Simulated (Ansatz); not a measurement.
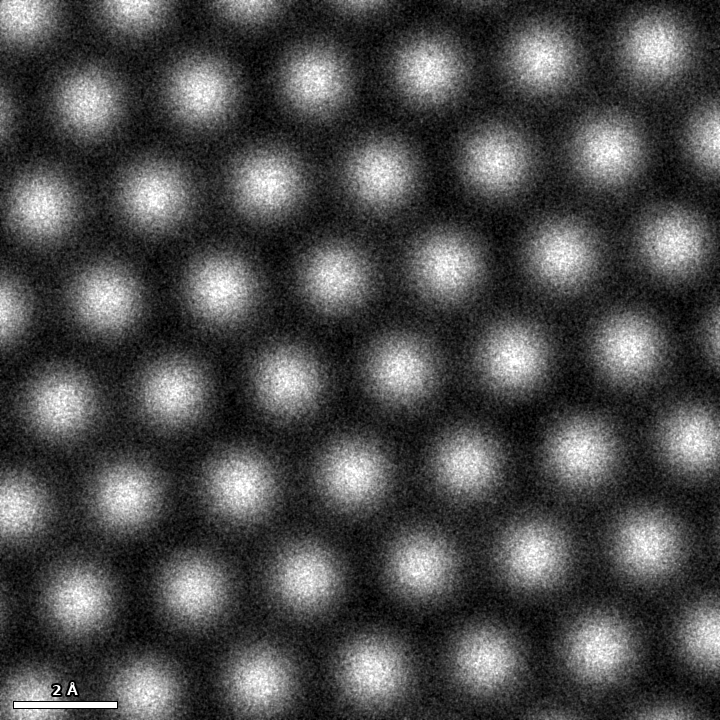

iDPC-like image of Rh (Fd-3m, No. 227). Simulated as the projected potential of neutral atoms (B = 0.5 Å²) blurred by a 0.89 Å probe, the thin-sample limit of integrated differential phase contrast. Shot noise and the speckle of an amorphous layer were added. Structure used: a calculation's starting geometry; the starting structure was generated, so it need not be a known form of this composition.

```cif
data_structure
_symmetry_space_group_name_H-M 'P 1'
_symmetry_Int_Tables_number 1
_cell_length_a 5.4364
_cell_length_b 5.4364
_cell_length_c 5.4364
_cell_angle_alpha 90.000
_cell_angle_beta 90.000
_cell_angle_gamma 90.000
_cell_volume 160.67
loop_
_atom_site_label
_atom_site_type_symbol
_atom_site_fract_x
_atom_site_fract_y
_atom_site_fract_z
_atom_site_occupancy
Rh1 Rh 0.75000 0.75000 0.75000 1
Rh2 Rh 0.00000 0.50000 0.00000 1
Rh3 Rh 0.75000 0.25000 0.25000 1
Rh4 Rh 0.00000 0.00000 0.50000 1
Rh5 Rh 0.25000 0.75000 0.25000 1
Rh6 Rh 0.50000 0.50000 0.50000 1
Rh7 Rh 0.25000 0.25000 0.75000 1
Rh8 Rh 0.50000 0.00000 0.00000 1
```

Q: Which beam direction gives this image, [110], [210], [111] or [221]? (Directions equivalent by symmetry count as one.)

A: [111]. The projected cells are 3.33 × 3.33 Å, 109° for [110]; 1.22 × 1.49 Å, 114° for [210]; 2.22 × 2.22 Å, 120° for [111]; 0.64 × 1.92 Å, 90° for [221], and the image repeats as the [111] one does.
